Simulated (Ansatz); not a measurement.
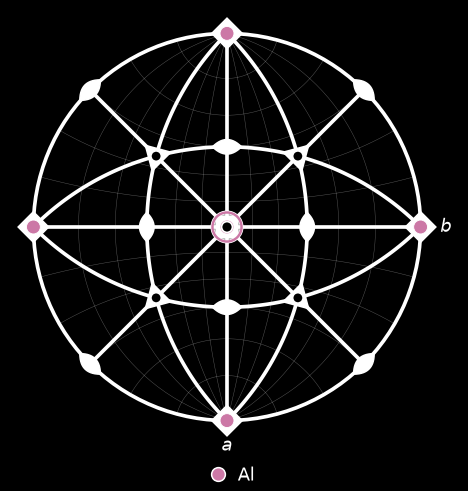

Crystal: Al, the geometry relaxed with Ansatz, DFT PBE, scalar-relativistic, plane waves, PAW; the starting structure was generated, so it need not be a known form of this composition. Directions from one aluminium atom at (1/2, 1/2, 1/2) to its bonded neighbours, in stereographic projection down c (filled: above the plane of the page or in it, open: below). All values are computed from the atomic coordinates in the standard setting (tolerance 0.002 Å).

Neighbours are counted up to 2.95 Å for Al. The symmetry elements of the site are drawn in: heavy lines are mirror planes (a heavy rim: a mirror in the plane of the page); lens, triangle, square and hexagon are 2-, 3-, 4- and 6-fold axes, a lens in an open square is −4, a triangle in an open hexagon −6; thin dashed diameters join the ends of axes that lie in the page; a small open circle marks inversion.

```
Al
1.0
     2.72156    0.00000    0.00000
     0.00000    2.72156    0.00000
     0.00000    0.00000    2.72156
Al
1
Direct
  0.50000 0.50000 0.50000
```

How many neighbours are there, and at what angles?

Answer. 6: 6 Al at 2.72 Å. Angles between bonds: 90° (12×), 180° (3×).

What is the site's symmetry in the crystal?

Answer. Point group m-3m (Oh), order 48: three fourfold axes, four threefold axes, six twofold axes, nine mirror planes, an inversion centre. In No. 221, Pm-3m this is Wyckoff position 1b.
